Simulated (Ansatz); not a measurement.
# What a change does: single-point calculation on Ti3Al

System: Ti3Al (Fm-3m, 4 atoms in the cell).
Method of run 1: Kohn-Sham DFT of a periodic cell, PBE, Ansatz PAW, no spin polarisation (Ansatz 0.2.0).

The structure derives from a Materials Project entry. Text and figures count atoms from 1; the logs count them from 0 in places.

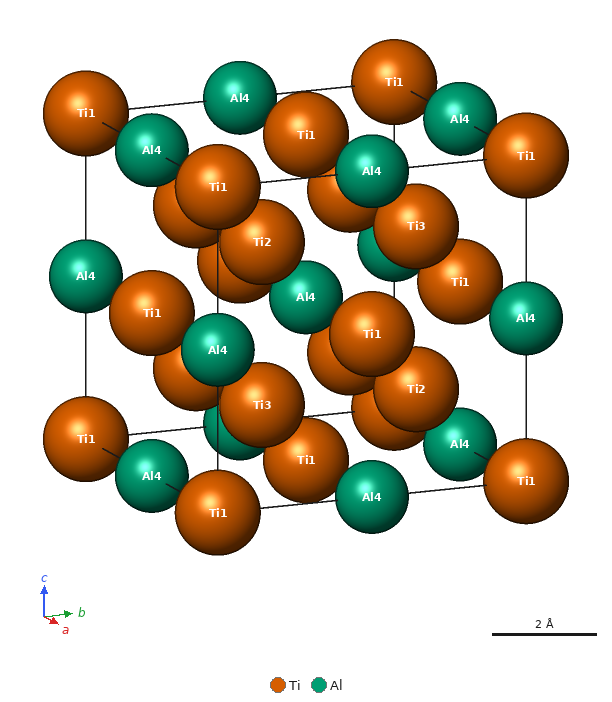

Figure 1. The input geometry (spheres-only view of the cell 4 times as large as that of the calculation, set on its symmetry axes, seen slightly off an axis; atoms are numbered from 1 in the order of the input).

### Input, run 1
```yaml
crystal:
  lattice:
    - [0.0, 3.231781, 3.231781]
    - [3.231781, 0.0, 3.231781]
    - [3.231781, 3.231781, 0.0]
  atoms:
    - { symbol: Ti, position: [0.0, 0.0, 0.0] }
    - { symbol: Ti, position: [0.25, 0.25, 0.25] }
    - { symbol: Ti, position: [0.75, 0.75, 0.75] }
    - { symbol: Al, position: [0.5, 0.5, 0.5] }
hamiltonian:
  xc: pbe
  pseudopotentials: { kind: paw }
kpoints:
  mp_grid: { grid: [7, 7, 7] }
scf:
  occupations: { method: fermi_dirac, width: 0.05 }
output:
  forces: true
  stress: true
  eigenvalues: true
```

Launched with:
```bash
ansatz run input.yaml --threads 2 --pin off --max-ram 5120MiB --backend cpu --events-out ev --progress --plain --runs-dir out
```

Hardware: 2 threads of Arm Neoverse V2, 24 GiB of memory available, shared host.

### Output, shortened to warnings, some set-up lines, iterations and results (run 1)
```
Basis set: ecut = 420 eV, 1363 PW (Γ), exchange–correlation on 64×64×64 points (8 copies of the dense FFT grid, shifted against one another)
Symmetry: 48 space group operations
k-points: 20 of 343
Initial density: superposition of atomic densities (neutral atoms: chi_scale 0, normalization atom), corrected by the library's trained network
[...]
SCF iter   1: F=—  HF=-8037.085084 eV  |F-HF|=—  |Δ(HF+E_count)|=         —  Δρ=4.06e-3  dr2=2.10e-2  ethr=1.77e-3  ⟨swp⟩=4.5  Hψ=2032  notcnv=0
SCF iter   2: F=—  HF=-8037.083263 eV  |F-HF|=—  |Δ(HF+E_count)|=   1.82e-3  Δρ=1.54e-3  dr2=2.99e-3  ethr=5.39e-5  ⟨swp⟩=1.1  Hψ=642  notcnv=0
SCF iter   3: F=—  HF=-8037.083005 eV  |F-HF|=—  |Δ(HF+E_count)|=   2.57e-4  Δρ=4.81e-4  dr2=1.96e-4  ethr=7.67e-6  ⟨swp⟩=2.0  Hψ=630  notcnv=0
SCF iter   4: F=—  HF=-8037.082965 eV  |F-HF|=—  |Δ(HF+E_count)|=   4.05e-5  Δρ=1.33e-4  dr2=1.96e-5  ethr=5.02e-7  ⟨swp⟩=2.0  Hψ=636  notcnv=0
SCF iter   5: F=—  HF=-8037.082990 eV  |F-HF|=—  |Δ(HF+E_count)|=   2.55e-5  Δρ=4.36e-5  dr2=1.26e-6  ethr=5.04e-8  ⟨swp⟩=2.0  Hψ=653  notcnv=0
SCF iter   6: F=-8037.082990 eV  HF=-8037.082990 eV  |F-HF|=2.62e-8  |Δ(HF+E_count)|=   3.12e-7  Δρ=1.05e-5  dr2=6.22e-8  ethr=2.56e-10  ⟨swp⟩=2.4  Hψ=1646  notcnv=0
SCF 1 converged in 6 iterations: F = -8037.082990 eV  dr2 = 6.22e-8
SCF converged after 6 iterations
Free energy (F): -8037.082990 eV
Harris-Foulkes:  -8037.082990 eV  (|F-HF|=2.62e-8)
Internal energy: -8037.016589 eV  (E = F + TS)
E sigma→0 (E₀):  -8037.049789 eV
Entropy (-TS):   -0.066402 eV (-16.600 meV/atom)
Fermi energy:    11.959359 eV
--- Per-component energies (eV) ---
  E_band       = -491.584247
  E_kinetic    = 841.068788
  E_local      = -2820.681531  (includes V_loc(G=0)·N_el)
  E_nonlocal   = 36.141655
  E_hartree    = 1182.314165
  E_xc         = -332.292654
  E_vxc        = -394.991329  (∫ρ·V_xc dr)
  E_paw        = -3611.171491  (= ΣΔE_a)
  E_vpaw       = -517.750202  (= ΣTr[D̂ρ^β])
  E_aug_tail   = 0.000374  (compensation charges beyond the density's cutoff)
  E_ewald      = -3332.395894
  E_smearing   = -0.066402  (= −TS)
  E_closure    = 0.000000  (closes the sum)
  Σ components = -8037.082990   (vs F -8037.082990, Δ=0.00e0)
--- Forces (eV/Å), atoms counted from 1 ---
  atom   1  Ti    -0.00000000     0.00000000     0.00000000
  atom   2  Ti     0.00000000    -0.00000000     0.00000000
  atom   3  Ti     0.00000000    -0.00000000     0.00000000
  atom   4  Al    -0.00000000     0.00000000    -0.00000000
  max |Σ_I F_I| component: 6.48e-17 eV/Å
--- Stress (GPa, compression-positive) ---
       -1.006610       0.000000       0.000000
        0.000000      -1.006610      -0.000000
        0.000000       0.000000      -1.006610
  P = ⅓ Tr σ = -1.0066 GPa (-10.066 kbar)
```

For run 2 the input was changed thus:
```diff
-    - [0.0, 3.231781, 3.231781]
-    - [3.231781, 0.0, 3.231781]
-    - [3.231781, 3.231781, 0.0]
+    - [0.0, 3.2531841469, 3.2531841469]
+    - [3.2531841469, 0.0, 3.2531841469]
+    - [3.2531841469, 3.2531841469, 0.0]
```

What does this change do to the results?

With the same functional and potentials, run 2 lies 4.3 meV per atom higher. The pressure goes from −1.01 to −3.08 GPa. The volume per atom goes from 16.88 to 17.21 Å³. The cell is scaled evenly with the atoms at fixed fractional positions, so −ΔP/Δ ln V estimates the bulk modulus midway between the two volumes: about 100 GPa. The number of SCF iterations is the same.

### Output, shortened to warnings, some set-up lines, iterations and results (run 2)
```
Basis set: ecut = 420 eV, 1363 PW (Γ), exchange–correlation on 64×64×64 points (8 copies of the dense FFT grid, shifted against one another)
Symmetry: 48 space group operations
k-points: 20 of 343
Initial density: superposition of atomic densities (neutral atoms: chi_scale 0, normalization atom), corrected by the library's trained network
[...]
SCF iter   1: F=—  HF=-8037.067872 eV  |F-HF|=—  |Δ(HF+E_count)|=         —  Δρ=3.86e-3  dr2=1.98e-2  ethr=1.77e-3  ⟨swp⟩=4.6  Hψ=2034  notcnv=0
SCF iter   2: F=—  HF=-8037.065983 eV  |F-HF|=—  |Δ(HF+E_count)|=   1.89e-3  Δρ=1.54e-3  dr2=3.23e-3  ethr=5.08e-5  ⟨swp⟩=1.1  Hψ=641  notcnv=0
SCF iter   3: F=—  HF=-8037.065630 eV  |F-HF|=—  |Δ(HF+E_count)|=   3.54e-4  Δρ=4.61e-4  dr2=2.12e-4  ethr=8.28e-6  ⟨swp⟩=2.0  Hψ=627  notcnv=0
SCF iter   4: F=—  HF=-8037.065575 eV  |F-HF|=—  |Δ(HF+E_count)|=   5.50e-5  Δρ=1.33e-4  dr2=1.95e-5  ethr=5.44e-7  ⟨swp⟩=2.0  Hψ=636  notcnv=0
SCF iter   5: F=—  HF=-8037.065610 eV  |F-HF|=—  |Δ(HF+E_count)|=   3.58e-5  Δρ=4.60e-5  dr2=1.42e-6  ethr=5.01e-8  ⟨swp⟩=2.2  Hψ=741  notcnv=0
SCF iter   6: F=-8037.065610 eV  HF=-8037.065610 eV  |F-HF|=2.41e-8  |Δ(HF+E_count)|=   3.10e-7  Δρ=1.11e-5  dr2=6.40e-8  ethr=2.56e-10  ⟨swp⟩=2.4  Hψ=1652  notcnv=0
SCF 1 converged in 6 iterations: F = -8037.065610 eV  dr2 = 6.40e-8
SCF converged after 6 iterations
Free energy (F): -8037.065610 eV
Harris-Foulkes:  -8037.065610 eV  (|F-HF|=2.41e-8)
Internal energy: -8036.997812 eV  (E = F + TS)
E sigma→0 (E₀):  -8037.031711 eV
Entropy (-TS):   -0.067798 eV (-16.950 meV/atom)
Fermi energy:    11.681086 eV
--- Per-component energies (eV) ---
  E_band       = -503.135293
  E_kinetic    = 839.266263
  E_local      = -2851.544932  (includes V_loc(G=0)·N_el)
  E_nonlocal   = 35.997739
  E_hartree    = 1192.317880
  E_xc         = -331.646072
  E_vxc        = -394.122486  (∫ρ·V_xc dr)
  E_paw        = -3610.917441  (= ΣΔE_a)
  E_vpaw       = -517.369102  (= ΣTr[D̂ρ^β])
  E_aug_tail   = 0.000354  (compensation charges beyond the density's cutoff)
  E_ewald      = -3310.471602
  E_smearing   = -0.067798  (= −TS)
  E_closure    = -0.000000  (closes the sum)
  Σ components = -8037.065610   (vs F -8037.065610, Δ=0.00e0)
--- Forces (eV/Å), atoms counted from 1 ---
  atom   1  Ti    -0.00000000     0.00000000     0.00000000
  atom   2  Ti     0.00000000    -0.00000000     0.00000000
  atom   3  Ti     0.00000000    -0.00000000    -0.00000000
  atom   4  Al    -0.00000000     0.00000000     0.00000000
  max |Σ_I F_I| component: 5.55e-17 eV/Å
--- Stress (GPa, compression-positive) ---
       -3.079359      -0.000000      -0.000000
       -0.000000      -3.079359      -0.000000
       -0.000000       0.000000      -3.079359
  P = ⅓ Tr σ = -3.0794 GPa (-30.794 kbar)
```

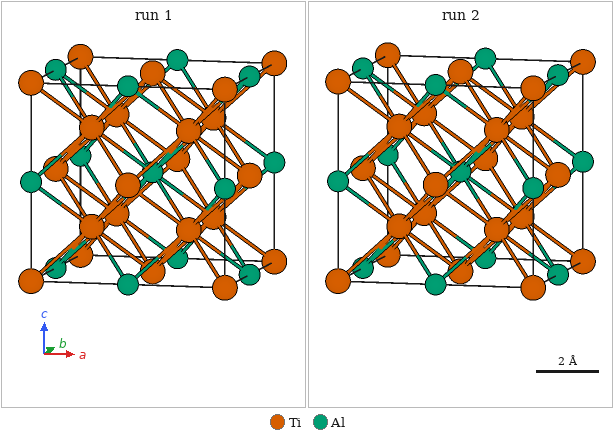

Figure 2. The two input geometries at one scale (ball-and-stick view of the cell 4 times as large as that of the calculation, set on its symmetry axes, seen slightly off an axis). The atoms keep their places relative to the cell (all moves are under 0.005 Å). Cell: a = b = c 6.464 → 6.506 Å (+0.7 %). Volume +2.0 %. Among the contacts that change: Al–Ti 2.799 → 2.817 Å, Ti–Ti 2.799 → 2.817 Å.

### The two runs side by side

```csv
quantity,run 1,run 2
outcome,converged,converged
free energy per atom (eV),−2009.2707,−2009.2664
"energy per atom, smearing taken to zero (eV)",−2009.2624,−2009.2579
gap on the mesh (eV),0.00,0.00
pressure (GPa),−1.01,−3.08
volume per atom (Å³),16.88,17.21
largest force (eV/Å),0.000,0.000
SCF iterations,6,6
irreducible k-points,20,20
plane waves at Γ,1363,1363
wall time (shared host),0.82 s,0.88 s
```
